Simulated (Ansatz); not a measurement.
Co

Input file:

```
crystal:
  lattice:
    - [2.4719999032, 0.0, 0.0]
    - [-1.2359999516, 2.1408147143, 0.0]
    - [0.0, 0.0, 4.02114408]
  atoms:
    - { symbol: Co, position: [0.664846, 0.312703, 0.742733], spin: 2.0 }
    - { symbol: Co, position: [0.343336, 0.652887, 0.240112], spin: 2.0 }
hamiltonian:
  xc: pbe
  pseudopotentials: { kind: paw }
magnetization:
  spin_polarized: true
kpoints:
  mp_grid: { grid: [12, 12, 7] }
scf:
  occupations: { method: fermi_dirac, width: 0.05 }
output:
  forces: true
  stress: true
  eigenvalues: true
  write_density: true
  write_potential: true
  elf: true
  volumetric_format: npy
```

Launched as:

```sh
ansatz run input.yaml --threads 1 --pin off --max-ram 2560MiB --backend cpu --events-out ev --progress --plain --runs-dir out
```

Below, planes, directions and counts refer to the conventional cell (a = 4.28 Å, b = 2.47 Å, c = 4.02 Å, α = 90.00°, β = 90.00°, γ = 90.00°).

Space group C2/m; a structure from a database of computed crystals, not necessarily the ambient phase; changed on purpose from its base cell (atoms moved at random by about 0.05 A); computed pressure about 5 GPa in this cell; spin-polarised.

Computed with Kohn-Sham DFT of a periodic cell, PBE, Ansatz PAW (Ansatz 0.2.0).

Core electrons are frozen (PAW), and the valence fields are smoothed inside the atomic spheres.

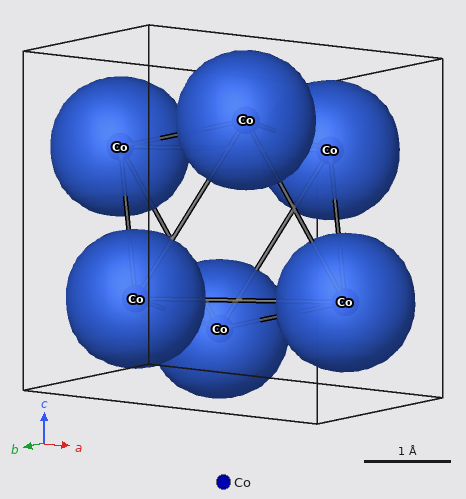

Figure 1. Isosurface of the spin density at +0.1 e/Å³ (blue), seen at an oblique angle. Sticks mark near contacts.

Question: Describe the spin distribution.

Answer: The spin density sits on Co: +1.7 μB (×4) in one cell of 4 atoms: parallel main moments (a ferromagnetic arrangement) in this solution. The cell of the calculation (2 atoms) carries 3.2 μB of net spin moment.

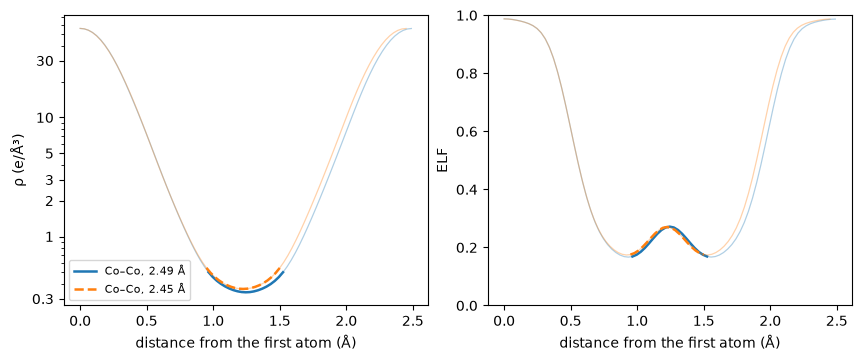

Figure 2. Valence charge density (pseudo) and electron localisation function along straight lines between neighbouring atoms. Thin, pale parts lie inside the atomic spheres.

Question: What can be read from the curves?

Answer: Co–Co (2.49 Å): ρ at the midpoint is about 0.34 e/Å³; the ELF is about 0.25 at the midpoint: no localised pair shows between them.
Co–Co (2.45 Å): ρ is about 0.36 e/Å³ halfway; the ELF is about 0.25 at the midpoint: no localised pair shows between them.

Question: Metal or insulator at this level of theory?

Answer: It is gapless in this calculation (a metal or semimetal).
